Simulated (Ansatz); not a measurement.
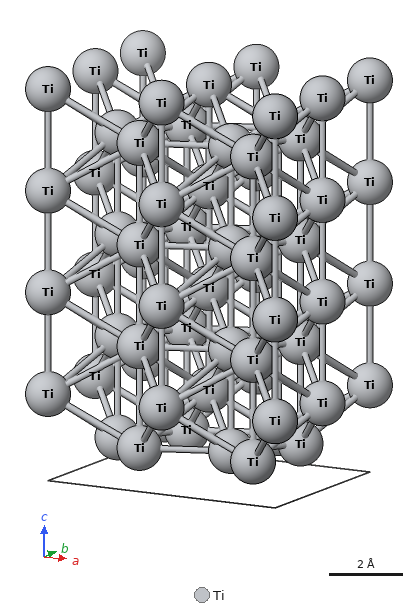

The starting point is a (0 0 1) slab of Ti as cut from the relaxed bulk. A ball-and-stick model of the 2 × 2 repeat of the cell, outlined in the plane, without the vacuum, seen slightly off an axis.

The calculation used DFT PBE, scalar-relativistic, plane waves, PAW in Ansatz. Set-up: plane-wave cutoff 420 eV; occupations gaussian; smearing width 0.1 eV; no spin polarisation. The k-mesh is chosen for each cell (9×9×12, 9×9×1).

Now this is done to it. The atoms of the slab are relaxed at the bulk's in-plane cell.

> What is the effect?

The surface energy (mean of the two faces) falls from 2.28 to 2.17 J/m². The top spacing, between the Ti and Ti2 planes, goes from 1.42 to 1.28 Å (−9.6 %), the bottom one (Ti2 to Ti) from 1.42 to 1.20 Å (−15.2 %). The lattice vectors keep their values. A Ti atom moves most relative to the layer's centre: 0.16 Å along the normal (−c). Near-neighbour distances before and after: Ti–Ti 2.832 → 2.661 to 2.881 Å, Ti–Ti 2.999 → 2.904 to 3.037 Å.

The changed structure in the same view:

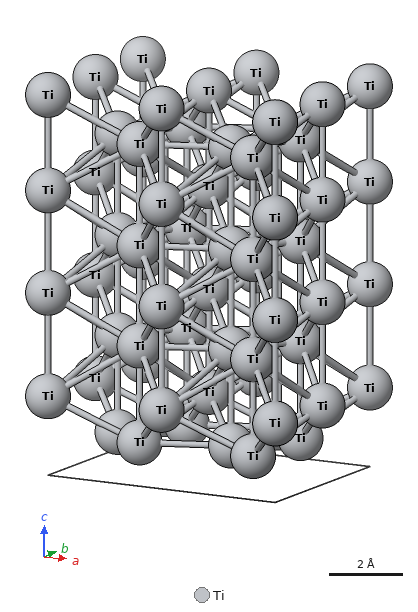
